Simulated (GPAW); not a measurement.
**LiH (Fm-3m): how ε∞ follows the gap**

The empty bands of LiH (Fm-3m) are shifted up rigidly by Δ, and ε∞ is computed for each shift.

The structure is cubic, space group Fm-3m (No. 225). Conventional cell: a = 4.074 Å, b = 4.074 Å, c = 4.074 Å, α = 90.00°, β = 90.00°, γ = 90.00°. Around Li on site a lie 6 H at 2.04 Å. H on site b is surrounded by 6 Li at 2.04 Å.

Method: GPAW 26.7.0, PBE, RPA, k-mesh 15×15×15, local fields up to 50 eV, Lorentzian half width 0.15 eV.

Launch of the response step: `OMP_NUM_THREADS=1 python df.py`. The series took 34 s in all, its band step included, on 1 thread of Arm Neoverse V1, on a shared host.

| Δ (eV) | ε∞ |
| --- | --- |
| 0.00 | 3.880 |
| 0.40 | 3.696 |
| 0.80 | 3.537 |
| 1.20 | 3.398 |
| 1.60 | 3.276 |
| 2.00 | ? |

With one effective transition at E₀ and fixed dipole strength, ε∞ − 1 = A/(E₀ + Δ), so 1/(ε∞ − 1) is linear in Δ.

Working, on the rows shown:

| x = Δ (eV) | y = 1/(ε∞ − 1) |
| --- | --- |
| 0 | 0.347222 |
| 0.4 | 0.37092 |
| 0.8 | 0.394166 |
| 1.2 | 0.417014 |
| 1.6 | 0.439367 |

Means: x̄ = 0.8, ȳ = 0.39374. Σ(x − x̄)(y − ȳ) = 0.09215, Σ(x − x̄)² = 1.6. Slope = 0.09215 / 1.6 = 0.0576; intercept = ȳ − slope · x̄ = 0.34766. Turned back into ε∞, the line misses the rows shown by at most 0.0036.

Q: What does the fit predict for the withheld row, and how well does it do?

A: At x = 2 the line gives y = 0.46285, that is 3.161. The run gave 3.166, so the extrapolation is off by 0.0055, 0.8 % of the range in the table.

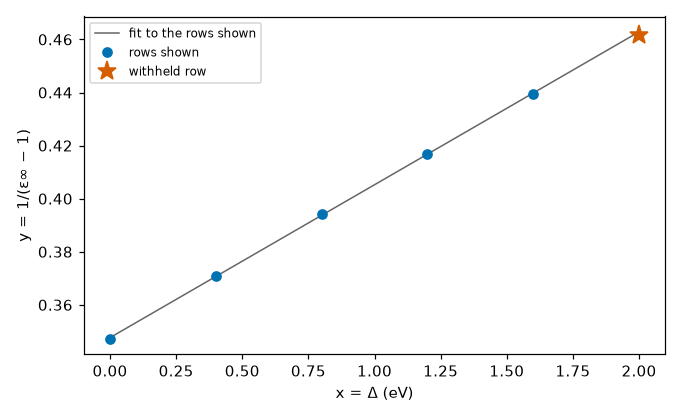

Refitted with all rows, the slope is 0.05718 and the intercept 0.34788. These give E₀ = intercept/slope = 6.1 eV, far above the least direct gap of 3.10 eV: most of the screening comes from transitions well over the edge. Over the first step ε∞ falls by 12 % per eV. The cell comes from an older database entry, whose edges can be off by a per cent or so. Excitons are left out; PBE gaps are as a rule too small. The values come from a sum over the points of one k-mesh and carry its error, which grows as the direct gap shrinks. The local-field cutoff holds few shells of reciprocal vectors for this small cell, so ε∞ can read a few per cent high.
